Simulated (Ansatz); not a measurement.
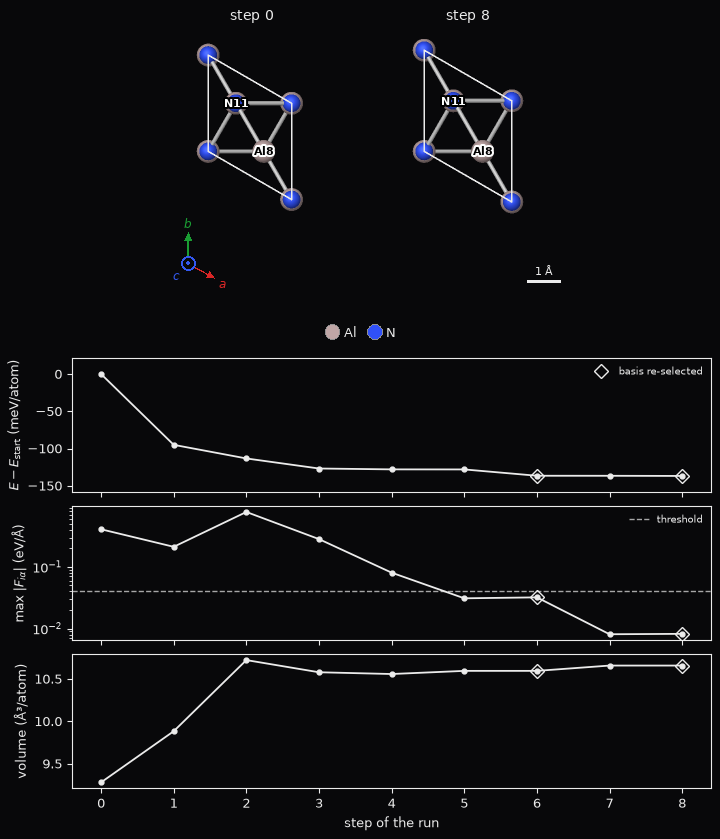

First and last geometry of a relaxation of a crystal of AlN (a generated structure, set up in P3m1) (coarse preliminary run), with the history of the run. A ball-and-stick model of the cell of the calculation, seen along the c axis.

These are results of DFT PBE, scalar-relativistic, plane waves, PAW (Ansatz), not measurements.

Input
```yaml
crystal:
  lattice:
    - [2.96996018, 0.0, 0.0]
    - [-1.48498009, 2.57206096, 0.0]
    - [0.0, 0.0, 19.43725176]
  atoms:
    - { symbol: Al, position: [0.33333333, 0.66666667, 0.82798256] }
    - { symbol: Al, position: [0.0, 0.0, 0.70339106] }
    - { symbol: Al, position: [0.66666667, 0.33333333, 0.32794876] }
    - { symbol: Al, position: [0.66666667, 0.33333333, 0.57839568] }
    - { symbol: Al, position: [0.0, 0.0, 0.45315011] }
    - { symbol: Al, position: [0.33333333, 0.66666667, 0.07841434] }
    - { symbol: Al, position: [0.0, 0.0, 0.20309894] }
    - { symbol: Al, position: [0.66666667, 0.33333333, 0.95310946] }
    - { symbol: "N", position: [0.66666667, 0.33333333, 0.04689054] }
    - { symbol: "N", position: [0.66666667, 0.33333333, 0.67205124] }
    - { symbol: "N", position: [0.33333333, 0.66666667, 0.92158566] }
    - { symbol: "N", position: [0.0, 0.0, 0.29660894] }
    - { symbol: "N", position: [0.0, 0.0, 0.79690106] }
    - { symbol: "N", position: [0.0, 0.0, 0.54684989] }
    - { symbol: "N", position: [0.33333333, 0.66666667, 0.17201744] }
    - { symbol: "N", position: [0.66666667, 0.33333333, 0.42160432] }
basis:
  ecutwfc: 420
kpoints:
  mp_grid: { grid: [6, 6, 1] }
hamiltonian:
  xc: pbe
scf:
  occupations: { method: gaussian, width: 0.1 }
  lower_state_search: "off"
output:
  forces: true
  stress: true
  eigenvalues: true
relax:
  adjacent_minimum: "off"
  f_tol: 0.04
  max_steps: 70
  cell: { stress_tol: 0.4 }
```

Launched with:
```bash
ansatz run input.yaml --threads 1 --pin off --max-ram 2560MiB --backend cpu --events-out ev --progress --plain --runs-dir out
```

Read the history and describe the run.

Answer. It converged. Over 6 accepted moves (8 points after the start) the energy falls by 137 meV per atom. The largest force component goes from 0.41 to 0.0082 eV/Å. Pressure: 35.11 GPa at the start and 0.06 GPa at the end. The SCF was repeated twice at an unchanged geometry on a basis and grid sized afresh for the cell, which shifted the energy by 8.5 meV per atom at most. The largest move relative to the cell is that of Al2, 0.028 Å along −c. By element the largest moves are Al 0.028 Å, N 0.023 Å. The drawn cell changes as follows: a = b 2.970 → 3.120 Å (+5.1 %), c 19.437 → 20.224 Å (+4.0 %); the volume changes by +14.8 %. Among the contacts that change: Al1–N11 1.819 → 1.915 Å, Al1–N13 1.818 → 1.906 Å, Al2–N10 1.820 → 1.903 Å. The space group stays P3m1 (No. 156). Cost: 55 s on 1 thread of Arm Neoverse V1, on a shared host, peak memory 0.38 GiB.
